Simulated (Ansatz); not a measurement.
**Geometry relaxation of C**

C (4 atoms in the cell), computed with DFT PBE+D3(BJ), scalar-relativistic, plane waves, PAW, no spin polarisation (Ansatz 0.2.0).

The structure derives from a Materials Project entry. It belongs to a series of runs on one base structure; here: 0 of 4 C sites taken by Sn, cell and atoms relaxed.

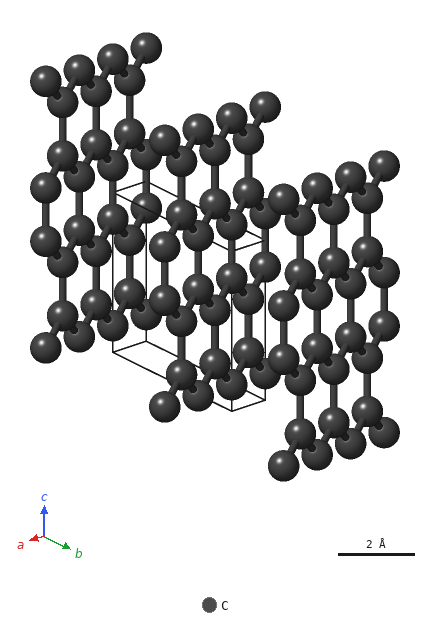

Fig. 1: The input geometry (ball-and-stick view of the cell of the calculation, repeated 3 × 2 × 2, seen slightly off an axis).

Input
```yaml
crystal:
  lattice:
    - [0.0, 2.4649234225, 0.0]
    - [1.4016068347, 0.0, -3.3810743124]
    - [-4.2693503158, 0.0, 0.0215831195]
  atoms:
    - { symbol: C, position: [0.5, 0.9998859407, 0.666628467] }
    - { symbol: C, position: [0.0, 0.9998859407, 0.166628467] }
    - { symbol: C, position: [0.5, 0.0001140593, 0.333371533] }
    - { symbol: C, position: [0.0, 0.0001140593, 0.833371533] }
basis:
  ecutwfc: 420
kpoints:
  mp_grid: { grid: [12, 12, 8] }
hamiltonian:
  xc: pbe
  dispersion: d3bj
scf:
  occupations: { method: gaussian, width: 0.1 }
output:
  forces: true
  stress: true
  eigenvalues: true
relax:
  adjacent_minimum: "off"
  f_tol: 0.015
  max_steps: 60
  cell: { stress_tol: 0.15 }
```

Machine: 1 thread of Intel Xeon (Granite Rapids), 64 GiB of memory available, shared host.

Launched with:
```bash
ansatz run input.yaml --threads 1 --pin off --max-ram 2560MiB --backend cpu --events-out ev --progress --plain --runs-dir out
```

What the program printed
```
Engine: ansatz 0.2.0, x86_64-unknown-linux-gnu
Pseudopotentials: kind: paw
Pseudopotential: C, paw, valence charge 4, recommended cutoff 420 eV (normal), C.paw.azcp
Functional definition: PBE
  parameter kappa = 0.804
  parameter beta = 0.06672455060314922
  exchange = pbe_x(kappa = kappa, mu = beta*pi^2/3)
  correlation = pbe_c(beta = beta)
Crystal: 4 atoms, lattice volume = 35.507 Å³
Basis set: ecut = 420 eV, 693 PW (Γ), exchange–correlation on 36×50×60 points (8 copies of the dense FFT grid, shifted against one another)
Bands: 12, of which v1, the nominal top of the filled ones, is band 8 counted from 1 (7 counted from 0)
Symmetry: 8 space group operations
Space group: C2/m (ITA 12), of the structure as read, at distance tolerance 3.3e-5 Å
k-points: 350 of 1152
Non-local potential: C, projectors of the file, l = 0: 2, l = 1: 2, l = 2: 1
PAW form: soft (Blöchl's): semilocal exchange-correlation on the pseudo side does not see the compensation charge
PAW one-centre angular grid: C, 110 points (default); XC on 64 Gauss nodes
Initial density: superposition of atomic densities (neutral atoms: chi_scale 0, normalization atom), corrected by the library's trained network
Initial wavefunctions: pseudopotential atomic-orbital guess
Functional: x = pbe(κ = 0.804, μ = 0.2195149727645171), c = pbe(β = 0.06672455060314922)
SCF iter   1: F=—  HF=-1004.339397 eV  |F-HF|=—  |Δ(HF+E_count)|=         —  Δρ=2.51e-3  dr2=1.88e-3  ethr=1.77e-3  ⟨swp⟩=5.5  Hψ=23128  notcnv=0
preconditioner: auto → none  [insulator: Δε(μ)=0.625 eV  Ē_g=15.630 eV  σ=0.100 eV  W_gap=1.00  n_scr=6 (ndim 8)  ℏωp=24.9 eV  f_vac=0.002  D(μ)=0.00/eV (n_scr^D=0)  ε∞_Penn≈3.5]
SCF iter   2: F=—  HF=-1004.339671 eV  |F-HF|=—  |Δ(HF+E_count)|=   2.73e-4  Δρ=1.07e-3  dr2=2.22e-4  ethr=1.17e-5  ⟨swp⟩=2.5  Hψ=9874  notcnv=0
SCF iter   3: F=—  HF=-1004.339893 eV  |F-HF|=—  |Δ(HF+E_count)|=   2.22e-4  Δρ=2.01e-4  dr2=2.81e-6  ethr=1.39e-6  ⟨swp⟩=2.0  Hψ=6791  notcnv=0
SCF iter   4: F=—  HF=-1004.339900 eV  |F-HF|=—  |Δ(HF+E_count)|=   7.36e-6  Δρ=1.62e-5  dr2=3.62e-8  ethr=1.75e-8  ⟨swp⟩=2.0  Hψ=7002  notcnv=0
iter 5 did not close the SCF: its close was put off for the readings that it lacked (scf_convergence_deferred on its scf_iter line)
SCF iter   5: F=-1004.339900 eV  HF=-1004.339900 eV  |F-HF|=1.34e-9  |Δ(HF+E_count)|=   9.74e-8  Δρ=2.02e-6  dr2=5.11e-10  ethr=2.26e-10  ⟨swp⟩=2.0  Hψ=7000  notcnv=0
SCF iter   6: F=-1004.339900 eV  HF=-1004.339900 eV  |F-HF|=8.19e-12  |Δ(HF+E_count)|=   1.38e-9  Δρ=2.37e-7  dr2=9.26e-12  ethr=3.19e-12  ⟨swp⟩=1.3  Hψ=12776  notcnv=0
the search or the solves at the SCF's close seem to have found levels that the self-consistency loop had missed (the run counts 1). By its estimate they hold under 1e-12 electrons; where the run keeps them, the occupations were computed again with them
SCF 1 converged in 6 iterations: F = -1004.339900 eV  dr2 = 9.26e-12
  greatest PAW one-centre occupation: 0.673 electrons in one spin orbital (limit 2), on the C atom at site 3 (counted from 0), in its partial waves of l = 0
relax step   1: F+E_penalty+E_count = -1004.33990026 eV  Δ(F+E_penalty+E_count) = +0.000e0 eV  max|allowed force component| = 9.476e-3 eV/Å  Δτ_max = 0.0000 Å  P = -0.017 GPa  Ω = 35.507 Å³  (6 SCF iters, dr2 threshold 1.00e-7 eV, accepted)
Crystal: 4 atoms, lattice volume = 35.379 Å³
Basis set: ecut = 420 eV, 689 PW (Γ), exchange–correlation on 36×50×60 points (8 copies of the dense FFT grid, shifted against one another)
Initial density: handed on by an earlier stage of this run
Initial wavefunctions: those handed on with the density
iter 1 solved again at ethr=9.39e-7 eV; its pass at ethr=3.10e-3 eV (dr2=1.50e-4 eV) is discarded
SCF iter   1: F=—  HF=-1004.340521 eV  |F-HF|=—  |Δ(HF+E_count)|=         —  Δρ=4.81e-4  dr2=1.04e-4  ethr=9.39e-7  ⟨swp⟩=2.5  Hψ=33152  notcnv=0
preconditioner: auto → none  [insulator: Δε(μ)=0.643 eV  Ē_g=15.622 eV  σ=0.100 eV  W_gap=1.00  n_scr=6 (ndim 8)  ℏωp=25.0 eV  f_vac=0.000  D(μ)=0.00/eV (n_scr^D=0)  ε∞_Penn≈3.6]
SCF iter   2: F=—  HF=-1004.340490 eV  |F-HF|=—  |Δ(HF+E_count)|=   3.10e-5  Δρ=1.88e-4  dr2=1.26e-5  ethr=6.53e-7  ⟨swp⟩=2.8  Hψ=6824  notcnv=0
SCF iter   3: F=—  HF=-1004.340478 eV  |F-HF|=—  |Δ(HF+E_count)|=   1.26e-5  Δρ=3.90e-5  dr2=2.08e-7  ethr=7.84e-8  ⟨swp⟩=2.5  Hψ=6897  notcnv=0
iter 4 did not close the SCF: its close was put off for the readings that it lacked (scf_convergence_deferred on its scf_iter line)
SCF iter   4: F=-1004.340478 eV  HF=-1004.340478 eV  |F-HF|=1.54e-10  |Δ(HF+E_count)|=   1.98e-7  Δρ=1.40e-6  dr2=2.85e-10  ethr=1.30e-9  ⟨swp⟩=2.4  Hψ=6528  notcnv=0
iter 5 did not close the SCF: its close was put off for the readings that it lacked (scf_convergence_deferred on its scf_iter line)
SCF iter   5: F=-1004.340478 eV  HF=-1004.340478 eV  |F-HF|=1.49e-11  |Δ(HF+E_count)|=  3.20e-10  Δρ=2.05e-7  dr2=6.62e-12  ethr=1.78e-12  ⟨swp⟩=2.4  Hψ=7159  notcnv=0
SCF iter   6: F=-1004.340478 eV  HF=-1004.340478 eV  |F-HF|=7.96e-13  |Δ(HF+E_count)|=  1.64e-11  Δρ=3.46e-8  dr2=1.91e-13  ethr=1.00e-12  ⟨swp⟩=1.0  Hψ=9819  notcnv=0
SCF 2 converged in 6 iterations: F = -1004.340478 eV  dr2 = 1.91e-13
relax step   2: F+E_penalty+E_count = -1004.34047770 eV  Δ(F+E_penalty+E_count) = -5.774e-4 eV  max|allowed force component| = 1.945e-3 eV/Å  Δτ_max = 0.0004 Å  P = +0.006 GPa  Ω = 35.379 Å³  energy of the carried Pulay correction = +4.963e-4 eV  (6 SCF iters, dr2 threshold 7.96e-8 eV, accepted)
Initial wavefunctions: pseudopotential atomic-orbital guess (no wavefunctions were taken with the density)
iter 1 solved again at ethr=1.35e-7 eV; its pass at ethr=3.10e-3 eV (dr2=2.17e-5 eV) is discarded
SCF iter   1: F=—  HF=-1004.340042 eV  |F-HF|=—  |Δ(HF+E_count)|=         —  Δρ=2.54e-5  dr2=3.22e-8  ethr=1.35e-7  ⟨swp⟩=3.9  Hψ=35235  notcnv=0
preconditioner: auto → none  [insulator: Δε(μ)=0.644 eV  Ē_g=15.619 eV  σ=0.100 eV  W_gap=1.00  n_scr=6 (ndim 8)  ℏωp=25.0 eV  f_vac=0.001  D(μ)=0.00/eV (n_scr^D=0)  ε∞_Penn≈3.6]
SCF iter   2: F=—  HF=-1004.340031 eV  |F-HF|=—  |Δ(HF+E_count)|=   1.17e-5  Δρ=1.26e-5  dr2=6.86e-9  ethr=2.01e-10  ⟨swp⟩=2.4  Hψ=7240  notcnv=0
iter 3 did not close the SCF: its close was put off for the readings that it lacked (scf_convergence_deferred on its scf_iter line)
SCF iter   3: F=-1004.340031 eV  HF=-1004.340031 eV  |F-HF|=4.79e-10  |Δ(HF+E_count)|=   4.24e-8  Δρ=1.12e-6  dr2=5.91e-11  ethr=4.29e-11  ⟨swp⟩=2.0  Hψ=6967  notcnv=0
iter 4 did not close the SCF: its close was put off for the readings that it lacked (scf_convergence_deferred on its scf_iter line)
SCF iter   4: F=-1004.340031 eV  HF=-1004.340031 eV  |F-HF|=8.64e-12  |Δ(HF+E_count)|=  4.85e-10  Δρ=1.10e-7  dr2=2.02e-12  ethr=1.00e-12  ⟨swp⟩=2.4  Hψ=7129  notcnv=0
iter 5 did not close the SCF: its close was put off for the readings that it lacked (scf_convergence_deferred on its scf_iter line)
SCF iter   5: F=-1004.340031 eV  HF=-1004.340031 eV  |F-HF|=1.14e-13  |Δ(HF+E_count)|=  8.75e-12  Δρ=3.04e-9  dr2=1.96e-15  ethr=1.00e-12  ⟨swp⟩=1.0  Hψ=4200  notcnv=0
iter 6 did not close the SCF: its close was put off for the readings that it lacked (scf_convergence_deferred on its scf_iter line)
SCF iter   6: F=-1004.340031 eV  HF=-1004.340031 eV  |F-HF|=5.68e-13  |Δ(HF+E_count)|=  3.41e-13  Δρ=1.72e-9  dr2=1.08e-15  ethr=1.00e-12  ⟨swp⟩=1.0  Hψ=4200  notcnv=0
SCF iter   7: F=-1004.340031 eV  HF=-1004.340031 eV  |F-HF|=3.41e-13  |Δ(HF+E_count)|=  3.41e-13  Δρ=4.06e-10  dr2=2.35e-17  ethr=1.00e-12  ⟨swp⟩=1.4  Hψ=10148  notcnv=0
SCF 3 converged in 7 iterations: F = -1004.340031 eV  dr2 = 2.35e-17
relax step   3: F+E_penalty+E_count = -1004.34003074 eV  Δ(F+E_penalty+E_count) = +4.470e-4 eV  max|allowed force component| = 1.966e-3 eV/Å  Δτ_max = 0.0000 Å  P = -0.014 GPa  Ω = 35.379 Å³  stress off target by 5.57e-2 GPa  SCF on the basis re-selected at this cell (its energy is not comparable with the rows above)  (7 SCF iters)
```

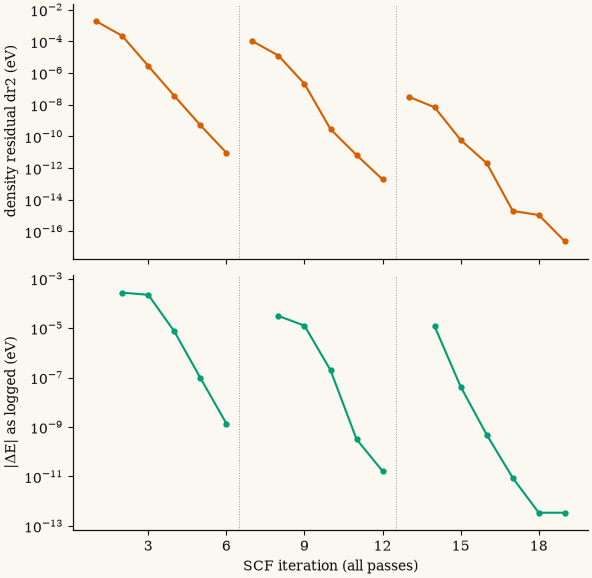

Fig. 2: Convergence of the self-consistent field: density residual dr2 and size of the energy change against the SCF iteration. The dotted lines part the SCF passes of the relaxation: geometry steps, rejected trials and re-solves on a re-selected basis. The passes take 6, 6 and 7 iterations.

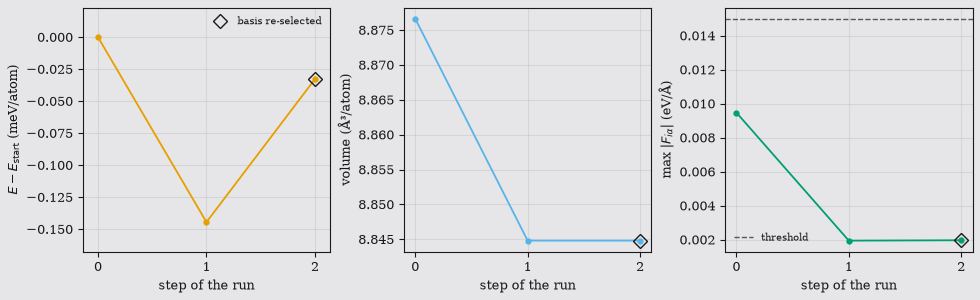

Fig. 3: Progress of the relaxation, step by step (the first geometry is step 0 here and step 1 in the log). The energy falls by 0.1 meV per atom in 1 geometry step. Largest force component: 0.0095 eV/Å at the start, 0.002 eV/Å at the end. Pressure: −0.02 GPa at the start and −0.01 GPa at the end. No atom moves by more than 0.005 Å relative to the cell. A last SCF at the same geometry on a re-selected plane-wave basis shifts the energy by +0.1 meV per atom.

```
basis re-selected at this cell: Δ(F+E_penalty+E_count) = +4.470e-4 eV, ΔP = -0.020 GPa vs the last step (what re-selecting the basis moved, of the pressure what is left beyond the Pulay correction that the steps carried, after the strain that the cell walked since its last selection, with what the two solves' SCF thresholds leave and, on support functions, any second-order correction that the steps lacked; it is no measure of the basis error at this ecutwfc). This SCF's stress stands 5.57e-2 GPa from its target on what of the cell is left free (relax.cell.stress_tol is 1.50e-1 GPa) and its largest allowed force component is 1.97e-3 eV/Å (relax.f_tol is 1.50e-2 eV/Å): within both
SCF converged after 7 iterations
Free energy (F): -1004.340031 eV
Harris-Foulkes:  -1004.340031 eV  (|F-HF|=3.41e-13)
Internal energy: -1004.340031 eV  (E = F + TS)
E sigma→0 (E₀):  -1004.340031 eV
Entropy (-TS):   -0.000000 eV (-0.000 meV/atom)
Fermi energy:    6.963957 eV
--- Per-component energies (eV) ---
  E_band       = -34.671236
  E_kinetic    = 363.774885
  E_local      = -613.030341  (includes V_loc(G=0)·N_el)
  E_nonlocal   = 109.221796
  E_hartree    = 185.206887
  E_xc         = -192.077365
  E_vxc        = -237.832668  (∫ρ·V_xc dr)
  E_paw        = -397.379914  (= ΣΔE_a)
  E_vpaw       = -27.218710  (= ΣTr[D̂ρ^β])
  E_aug_tail   = 0.000029  (compensation charges beyond the density's cutoff)
  E_ewald      = -459.432016
  E_disp       = -0.623991  (pairwise vdW)
  E_smearing   = -0.000000  (= −TS)
  E_closure    = 0.000000  (closes the sum)
  Σ components = -1004.340031   (vs F -1004.340031, Δ=0.00e0)
--- Forces (eV/Å), atoms counted from 1 ---
  atom   1  C     -0.00055423     0.00000000    -0.00196646
  atom   2  C     -0.00055423     0.00000000    -0.00196646
  atom   3  C      0.00055423    -0.00000000     0.00196646
  atom   4  C      0.00055423    -0.00000000     0.00196646
  max |Σ_I F_I| component: 3.47e-18 eV/Å
--- Stress (GPa, compression-positive) ---
        0.008833      -0.000000      -0.008060
       -0.000000       0.005359      -0.000000
       -0.008059      -0.000000      -0.054738
  P = ⅓ Tr σ = -0.0135 GPa (-0.135 kbar)
--- Band table (eV; the first three rows and the last of 350) ---
  k-point 0: bands = ["-12.6918", "-7.2441", "-6.2248", "0.3970", "0.5299", "3.9558", "3.9559", "4.2578", "8.2899", "11.2313", "14.1755", "15.3487"]
  k-point 1: bands = ["-12.5939", "-8.1544", "-5.1859", "0.4622", "0.6230", "3.5845", "3.7573", "3.8390", "8.9145", "11.4285", "14.2329", "15.4009"]
  k-point 2: bands = ["-12.3016", "-9.2944", "-3.6662", "0.6633", "0.8976", "2.5846", "3.0150", "3.2444", "10.3356", "12.0109", "14.3948", "15.4251"]
  k-point 349: bands = ["-7.2429", "-7.2429", "-6.2243", "-6.2243", "0.5294", "0.5294", "4.2539", "4.2539", "8.2850", "8.2850", "14.1743", "14.1743"]
--- Relaxed structure (2 steps of the walk, 2 accepted, 1 SCFs on fresh bases) ---
  F+E_penalty+E_count = -1004.34003074 eV   max|allowed force component| = 1.966e-3 eV/Å   (the final SCF, on the basis selected at the relaxed cell)
  cell:  # Å, volume = 35.3792 Å³
    - [9.32315756559636e-20, 2.4649802906218774, 2.0004002819507352e-18]
    - [1.4022459257150293, -2.690886026570716e-18, -3.36895563909344]
    - [-4.26954636556237, -1.439652751062871e-19, 0.02223148145932297]
  atoms:
    - { symbol: C, position: [0.5, 0.9997768034374548, 0.6665925923108942] }
    - { symbol: C, position: [-3.3170522617076546e-20, 0.9997768034374547, 0.16659259231089413] }
    - { symbol: C, position: [0.5, 0.00022319656254523408, 0.33340740768910593] }
    - { symbol: C, position: [3.317052261707655e-20, 0.00022319656254523278, 0.8334074076891058] }
```

Trajectory as extended XYZ (Å, eV, eV/Å), 3 frames, from step=1 to step=3
```
4
Lattice="0.0000 2.4649 0.0000 1.4016 0.0000 -3.3811 -4.2694 0.0000 0.0216" Properties=species:S:1:pos:R:3:forces:R:3 step=1 energy=-1004.33990 pressure_GPa=-0.02
C    -1.4446    1.2325   -3.3663   -0.0013   0.0000   0.0095
C     0.6901    0.0000   -3.3771   -0.0013   0.0000   0.0095
C    -1.4231    1.2325    0.0068    0.0013   0.0000  -0.0095
C    -3.5578    0.0000    0.0176    0.0013   0.0000  -0.0095
4
Lattice="0.0000 2.4650 0.0000 1.4022 0.0000 -3.3690 -4.2695 0.0000 0.0222" Properties=species:S:1:pos:R:3:forces:R:3 step=2 energy=-1004.34048 pressure_GPa=0.01
C    -1.4441    1.2325   -3.3534   -0.0006   0.0000  -0.0019
C     0.6907    0.0000   -3.3645   -0.0006   0.0000  -0.0019
C    -1.4232    1.2325    0.0067    0.0006   0.0000   0.0019
C    -3.5580    0.0000    0.0178    0.0006   0.0000   0.0019
4
Lattice="0.0000 2.4650 0.0000 1.4022 0.0000 -3.3690 -4.2695 0.0000 0.0222" Properties=species:S:1:pos:R:3:forces:R:3 step=3 energy=-1004.34003 pressure_GPa=-0.01
C    -1.4441    1.2325   -3.3534   -0.0006   0.0000  -0.0020
C     0.6907    0.0000   -3.3645   -0.0006   0.0000  -0.0020
C    -1.4232    1.2325    0.0067    0.0006   0.0000   0.0020
C    -3.5580    0.0000    0.0178    0.0006   0.0000   0.0020
```

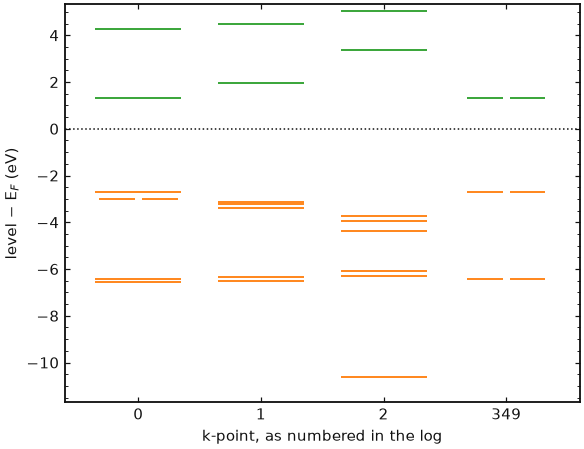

Fig. 4: Kohn–Sham levels near the Fermi level (dotted) at the few k-points that the log prints; levels within 0.02 eV of each other stand side by side. Among these points the highest filled and lowest empty levels are 4.03 eV apart; the gap on the full mesh, 0.64 eV, has an edge at a point that isn't printed.

Results in brief

- outcome: converged
- space group (tolerance 0.01 Å): R-3m (166)
- electrons treated: 16
- free energy: −1004.3400 eV
- Fermi energy: 6.964 eV
- gap on the k-point mesh: 0.64 eV
- pressure: −0.01 GPa
- final volume: 35.38 Å³
- largest force (length of the vector) at the end: 0.002 eV/Å
- final cell: a = 2.465 Å, b = 3.649 Å, c = 4.270 Å, α = 112.90°, β = 90.00°, γ = 90.00°
- wall time: 16 s
- peak memory: 0.46 GiB
